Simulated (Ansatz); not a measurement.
Run report: ZrS2, band-structure calculation

The run: band-structure calculation of ZrS2 (P-3m1, 3 atoms in the cell). Method and program: DFT PBE+D3(BJ), scalar-relativistic, plane waves, PAW, no spin polarisation (Ansatz 0.2.0).

The structure derives from a Materials Project entry.

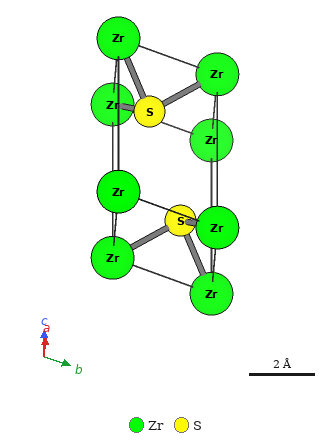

Fig. 1: The structure as given in the input (ball-and-stick view of the cell of the calculation, seen at an oblique angle). An atom can appear more than once, as a periodic image. Near neighbours in the periodic cell (some may lie outside the picture): Zr has 6 S at 2.56 Å; S has 3 Zr at 2.56 Å.

Results in brief

```csv
quantity,value
outcome,converged
space group (tolerance 0.01 Å),P-3m1 (164)
electrons treated,24
free energy,−5993.6692 eV
Fermi energy,8.125 eV
gap on the k-point mesh,0.66 eV
gap on the band path,0.66 eV
pressure,0.00 GPa
largest force (length of the vector),under 0.001 eV/Å
hardware,"1 thread of Arm Neoverse V1, 24 GiB of memory available, shared host"
wall time,45 s
peak memory,0.46 GiB
```

Input file
```yaml
crystal:
  lattice:
    - [3.6346710761, 0.0, 0.0]
    - [-1.817335538, 3.1477174863, 0.0]
    - [0.0, 0.0, 5.7209341522]
  atoms:
    - { symbol: Zr, position: [0.0, 0.0, 0.0] }
    - { symbol: S, position: [0.6666666667, 0.3333333333, 0.7446994448] }
    - { symbol: S, position: [0.3333333333, 0.6666666667, 0.2553005552] }
basis:
  ecutwfc: 420
kpoints:
  mp_grid: { grid: [12, 12, 6] }
  band_path:
    path:
      - [[0.0, 0.0, 0.0], [0.5, 0.0, 0.0], [0.33333333, 0.33333333, 0.0], [0.0, 0.0, 0.0], [0.0, 0.0, 0.5], [0.5, 0.0, 0.5], [0.33333333, 0.33333333, 0.5], [0.0, 0.0, 0.5]]
      - [[0.5, 0.0, 0.5], [0.5, 0.0, 0.0]]
      - [[0.33333333, 0.33333333, 0.5], [0.33333333, 0.33333333, 0.0]]
    npoints: 14
hamiltonian:
  xc: pbe
  dispersion: d3bj
scf:
  occupations: { method: gaussian, width: 0.02 }
  n_extra_bands: 7
output:
  forces: true
  stress: true
  eigenvalues: true
  populations: true
  dos: { projected: true, de: 0.02, nscf_kmesh: { grid: [18, 18, 9] } }
  bader: true
  write_density: true
  write_potential: true
  elf: true
  volumetric_format: npy
```

Launch command:
```bash
ansatz run input.yaml --threads 1 --pin off --max-ram 2560MiB --backend cpu --events-out ev --progress --plain --runs-dir out
```

Log
```
scf.n_extra_bands = 7 over 12 filled bands (N_el = 24.0): the run solves 19 bands
Engine: ansatz 0.2.0, aarch64-unknown-linux-gnu
Pseudopotentials: kind: paw
Pseudopotential: Zr, paw, valence charge 12, recommended cutoff 420 eV (normal), Zr.paw.azcp
Pseudopotential: S, paw, valence charge 6, recommended cutoff 420 eV (normal), S.paw.azcp
Functional definition: PBE
  parameter kappa = 0.804
  parameter beta = 0.06672455060314922
  exchange = pbe_x(kappa = kappa, mu = beta*pi^2/3)
  correlation = pbe_c(beta = beta)
Crystal: 3 atoms, lattice volume = 65.453 Å³
Basis set: ecut = 420 eV, 1255 PW (Γ), exchange–correlation on 50×50×80 points (8 copies of the dense FFT grid, shifted against one another)
Bands: 19, of which v1, the nominal top of the filled ones, is band 12 counted from 1 (11 counted from 0)
Symmetry: 12 space group operations
Space group: P-3m1 (ITA 164), of the structure as read, at distance tolerance 4.0e-5 Å
k-points: 100 of 864
Non-local potential: Zr, projectors of the file, l = 0: 3, l = 1: 2, l = 2: 2, l = 3: 2
Non-local potential: S, projectors of the file, l = 0: 2, l = 1: 2, l = 2: 2
PAW form: soft (Blöchl's): semilocal exchange-correlation on the pseudo side does not see the compensation charge
PAW one-centre angular grid: Zr, 590 points (default); XC on 64 Gauss nodes
PAW one-centre angular grid: S, 110 points (default); XC on 64 Gauss nodes
Initial density: superposition of atomic densities (neutral atoms: chi_scale 0, normalization atom), corrected by the library's trained network
Initial wavefunctions: pseudopotential atomic-orbital guess
Functional: x = pbe(κ = 0.804, μ = 0.2195149727645171), c = pbe(β = 0.06672455060314922)
SCF iter   1: F=—  HF=-5993.669928 eV  |F-HF|=—  |Δ(HF+E_count)|=         —  Δρ=1.36e-3  dr2=1.51e-3  ethr=1.77e-3  ⟨swp⟩=6.2  Hψ=10535  notcnv=0
preconditioner: auto → Resta (q_TF=auto, 2.308 Å⁻¹)  ε∞=4.7  [insulator: Δε(μ)=0.660 eV  Ē_g=9.545 eV  σ=0.020 eV  W_gap=1.00  n_scr=22 (ndim 8)  ℏωp=18.4 eV  f_vac=0.008  D(μ)=0.00/eV (n_scr^D=0)  ε∞_Penn≈4.7]
SCF iter   2: F=—  HF=-5993.669015 eV  |F-HF|=—  |Δ(HF+E_count)|=   9.13e-4  Δρ=7.27e-4  dr2=4.20e-4  ethr=6.29e-6  ⟨swp⟩=2.1  Hψ=3769  notcnv=0  defer=148
SCF iter   3: F=—  HF=-5993.669197 eV  |F-HF|=—  |Δ(HF+E_count)|=   1.82e-4  Δρ=1.49e-4  dr2=2.57e-5  ethr=1.75e-6  ⟨swp⟩=2.0  Hψ=2489  notcnv=0  defer=148
SCF iter   4: F=—  HF=-5993.669223 eV  |F-HF|=—  |Δ(HF+E_count)|=   2.66e-5  Δρ=4.91e-5  dr2=3.15e-6  ethr=1.07e-7  ⟨swp⟩=2.0  Hψ=2356  notcnv=0  defer=148
SCF iter   5: F=—  HF=-5993.669224 eV  |F-HF|=—  |Δ(HF+E_count)|=   5.80e-7  Δρ=2.11e-5  dr2=6.13e-7  ethr=1.31e-8  ⟨swp⟩=2.1  Hψ=2617  notcnv=0  defer=148
SCF iter   6: F=-5993.669224 eV  HF=-5993.669224 eV  |F-HF|=3.76e-8  |Δ(HF+E_count)|=   9.86e-8  Δρ=5.58e-6  dr2=5.58e-8  ethr=4.17e-10  ⟨swp⟩=10.8  Hψ=12534  notcnv=0
SCF 1 converged in 6 iterations: F = -5993.669224 eV  dr2 = 5.58e-8
  greatest PAW one-centre occupation: 0.995 electrons in one spin orbital (limit 2), on the Zr atom at site 0 (counted from 0), in its partial waves of l = 0
```

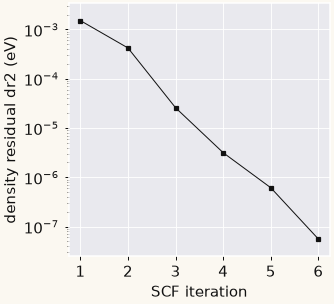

Fig. 2: Convergence of the self-consistent field: density residual dr2 against the SCF iteration. The residual falls at every step.

```
NSCF: frozen V_eff on 129 k-points
NSCF: frozen V_eff on 293 k-points
SCF converged after 6 iterations
Free energy (F): -5993.669224 eV
Harris-Foulkes:  -5993.669224 eV  (|F-HF|=3.76e-8)
Internal energy: -5993.669224 eV  (E = F + TS)
E sigma→0 (E₀):  -5993.669224 eV
Fermi energy:    8.125225 eV
--- Per-component energies (eV) ---
  E_band       = -152.340956
  E_kinetic    = 547.686730
  E_local      = -1223.999207  (includes V_loc(G=0)·N_el)
  E_nonlocal   = 134.712281
  E_hartree    = 423.026610
  E_xc         = -357.272011
  E_vxc        = -367.528116  (∫ρ·V_xc dr)
  E_paw        = -4153.884473  (= ΣΔE_a)
  E_vpaw       = -89.260669  (= ΣTr[D̂ρ^β])
  E_aug_tail   = 0.000027  (compensation charges beyond the density's cutoff)
  E_ewald      = -1362.848913
  E_disp       = -1.090267  (pairwise vdW)
  E_smearing   = -0.000000  (= −TS)
  E_closure    = -0.000000  (closes the sum)
  Σ components = -5993.669224   (vs F -5993.669224, Δ=0.00e0)
--- Forces (eV/Å), atoms counted from 1 ---
  atom   1  Zr     0.00000000     0.00000000     0.00000000
  atom   2  S      0.00000000     0.00000000    -0.00018958
  atom   3  S     -0.00000000    -0.00000000     0.00018958
  max |Σ_I F_I| component: 9.25e-18 eV/Å
--- Stress (GPa, compression-positive) ---
       -0.003017      -0.000000      -0.000000
        0.000000      -0.003017       0.000000
       -0.000000       0.000000      -0.006409
  P = ⅓ Tr σ = -0.0041 GPa (-0.041 kbar)
--- Band table (eV; the first three rows and the last of 100) ---
  k-point 0: bands = ["-41.3107", "-19.3882", "-19.2251", "-19.2251", "-5.2272", "-3.5983", "2.9905", "4.8206", "4.8206", "7.5540", "7.5540", "7.7957", "9.2073", "9.2073", "9.9105", "12.4263", "12.4263", "13.3438", "13.6500"]
  k-point 1: bands = ["-41.3107", "-19.3885", "-19.2251", "-19.2251", "-5.1580", "-3.7154", "3.2258", "4.8352", "4.8352", "7.2862", "7.5013", "7.5013", "9.1946", "9.1946", "10.0862", "12.5510", "12.5510", "13.4628", "14.0319"]
  k-point 2: bands = ["-41.3107", "-19.3890", "-19.2251", "-19.2251", "-4.9793", "-3.9851", "3.8356", "4.8654", "4.8654", "6.3020", "7.3991", "7.3991", "9.1686", "9.1686", "10.2665", "12.8162", "12.8162", "13.7928", "14.8594"]
  k-point 99: bands = ["-41.2864", "-19.4228", "-19.4228", "-19.3158", "-3.8389", "-3.8389", "3.9906", "3.9906", "4.5712", "5.4463", "5.8040", "5.8040", "10.0231", "10.4591", "10.4591", "13.3690", "13.3690", "15.8747", "16.3607"]
--- Löwdin populations: 3 sites ---
  site symbol       q [e]
     0     Zr     11.2216
     1      S      6.3226
     2      S      6.3226
  spilling = 0.005547 (of n_electrons = 24.000000)
--- Bader charges: 3 sites ---
  site symbol  charge [e]  shift [e]
     0     Zr      2.0638     0.0012
     1      S     -1.0319     0.0006
     2      S     -1.0319     0.0006
  estimated error of the sums over rays = 7.4e-4 e
```

File bader_charges.tsv
```
# site	symbol	x_ang	y_ang	z_ang	partial_charge_e	electrons	volume_ang3	relative_density_drop	shared_charge_e	partial_wave_shift_e
# quadrature_error_electrons = 7.4e-4
0	Zr	0.0000	0.0000	0.0000	2.06383	37.93617	12.53	-	2.06383	0.00123
1	S	1.8173	1.0492	4.2604	-1.03191	17.03191	26.46	-	-1.03191	0.00061
2	S	0.0000	2.0985	1.4606	-1.03192	17.03192	26.46	-	-1.03192	0.00061
```

File populations.tsv
```
# site	symbol	l	j	q
# orbitals = lowdin
# n_electrons = 24.000000
# spilling = 0.005547
0	Zr	0_4S	-	1.965368
0	Zr	0_5S	-	0.530357
0	Zr	1_4P	-	5.994293
0	Zr	2_4D	-	2.731618
1	S	0_3S	-	1.756106
1	S	1_3P	-	4.566510
2	S	0_3S	-	1.756106
2	S	1_3P	-	4.566510
```

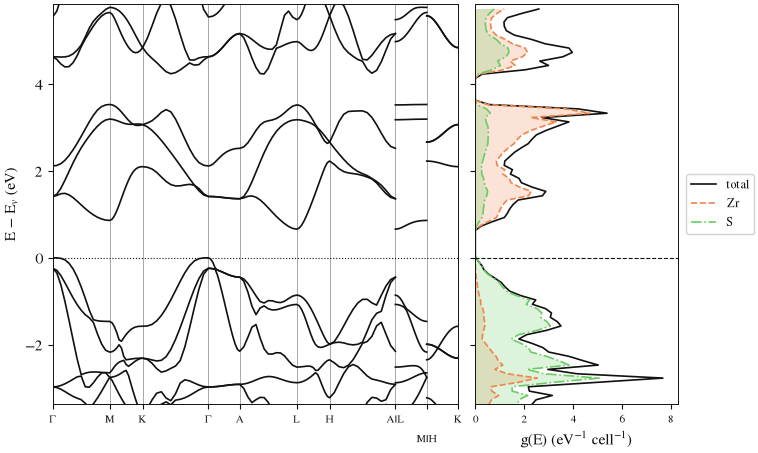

Fig. 3: Band structure along Γ–M–K–Γ–A–L–H–A|L–M|H–K and density of states (projected on Löwdin-orthogonalised atomic shells), with energies from the valence-band top. There is a gap of 0.66 eV on this path, indirect, from Γ to L.

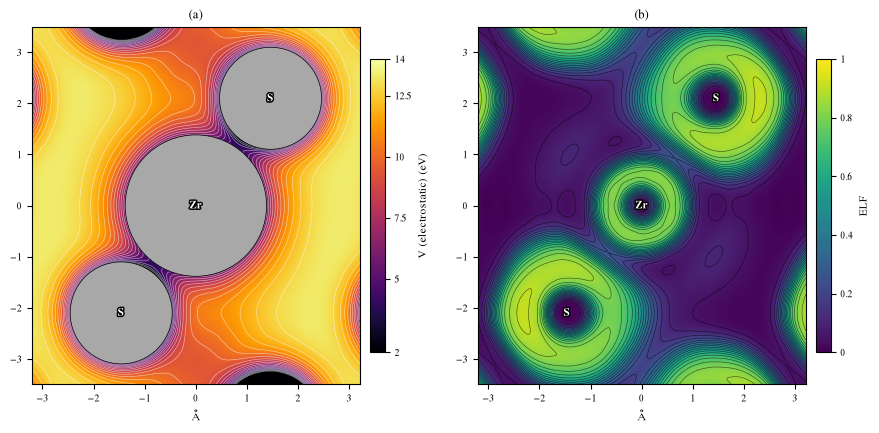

Fig. 4: (a) electrostatic potential (local pseudopotential plus Hartree) felt by an electron; (b) electron localisation function on the (110) plane of the conventional cell. Grey discs, where drawn, cover atomic cores. Atoms in the plane: Zr and S. Zr–S (2.56 Å): the ELF is about 0.40 at the midpoint. The strong features right at Zr lie inside the PAW spheres (semicore, d or f shells) and say nothing about bonding. Outside the cores the potential energy rises away from the atoms and is highest about 2.2 Å from the nearest atoms; outside the discs it spans about 11 eV, and its zero is arbitrary. Core electrons are frozen (PAW), so the fields are smoothed inside the atomic spheres.

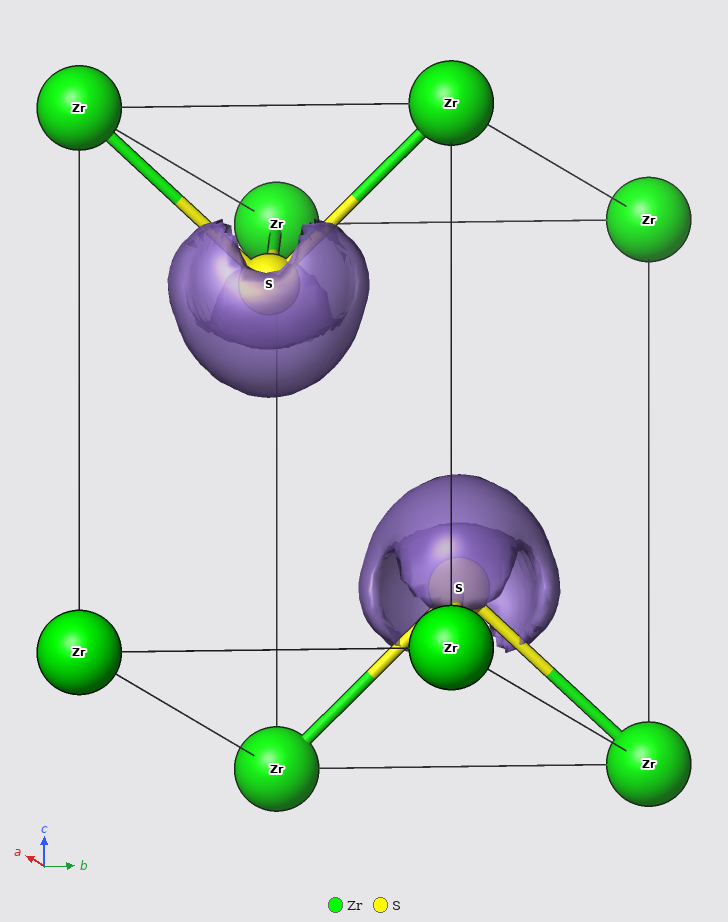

Fig. 5: Isosurface of the electron localisation function at 0.85 (purple), seen at an oblique angle. Core shells and regions of very low density are left out. Sticks mark near contacts. The outline is the cell set on symmetry axes. Values along the shortest contacts: Zr–S (2.56 Å): the ELF is about 0.40 at the midpoint.
